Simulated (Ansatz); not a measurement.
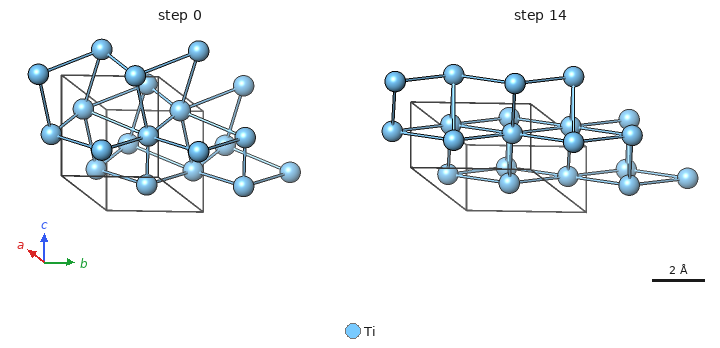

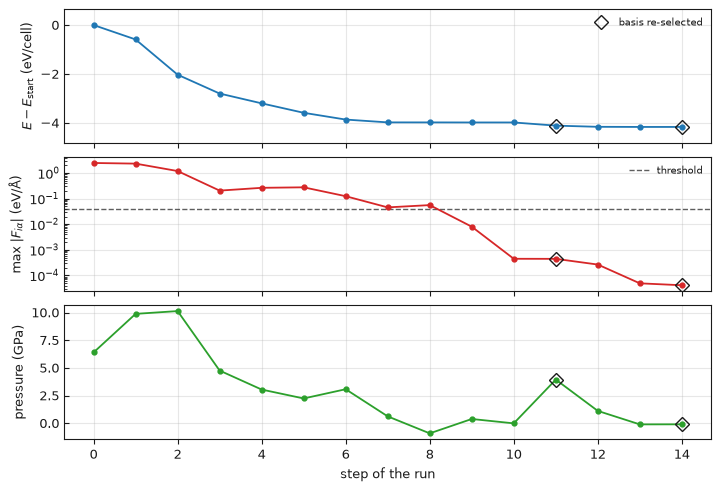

First and last geometry of a relaxation of crystalline Ti (built on the trigonal selenium_152 type) (coarse preliminary run), with the history of the run. A ball-and-stick model of the cell of the calculation, repeated 2 × 2 × 1 with one cell outlined, seen from a free direction.

Case: trigonal selenium type (P3_121, No. 152).

Level of theory: DFT PBE, scalar-relativistic, plane waves, PAW in Ansatz. Set-up: plane-wave cutoff 420 eV; k-point mesh 6 × 6 × 4; occupations gaussian; smearing width 0.1 eV; no spin polarisation; cell and atoms relaxed; force threshold 0.04 eV/Å; at most 70 steps.

Did the run converge, and what did it change?

It converged. The energy falls by 4.166 eV per cell of the calculation in 12 accepted moves (14 points after the start). Largest force component: 2.5 eV/Å at the start, under 0.0001 eV/Å at the end. The pressure goes from 6.40 to −0.10 GPa. At 2 points the geometry stayed and the basis and grid were re-selected for the new cell (energy shift of 0.129 eV per cell of the calculation at most each time). The largest moves relative to the cell, 0.50 Å, are those of Ti atoms. The volume changes by −0.4 %, with a = b 3.756 → 4.647 Å (+23.7 %), c 4.262 → 2.775 Å (−34.9 %). Near-neighbour distances that change, for instance: Ti–Ti 4.262 → 2.775 Å, Ti–Ti 2.042 → 2.838 Å, Ti–Ti 2.956 → 2.838 Å, Ti–Ti 3.197 → 3.259 Å. Bond angles that change, for instance: Ti–Ti–Ti 103.1° → 70.1°, Ti–Ti–Ti 78.9° → 109.9°, Ti–Ti–Ti 99.0° → 70.1°. The space group (tolerance 0.01 Å) goes from P3_121 (No. 152) to R-3m (No. 166).
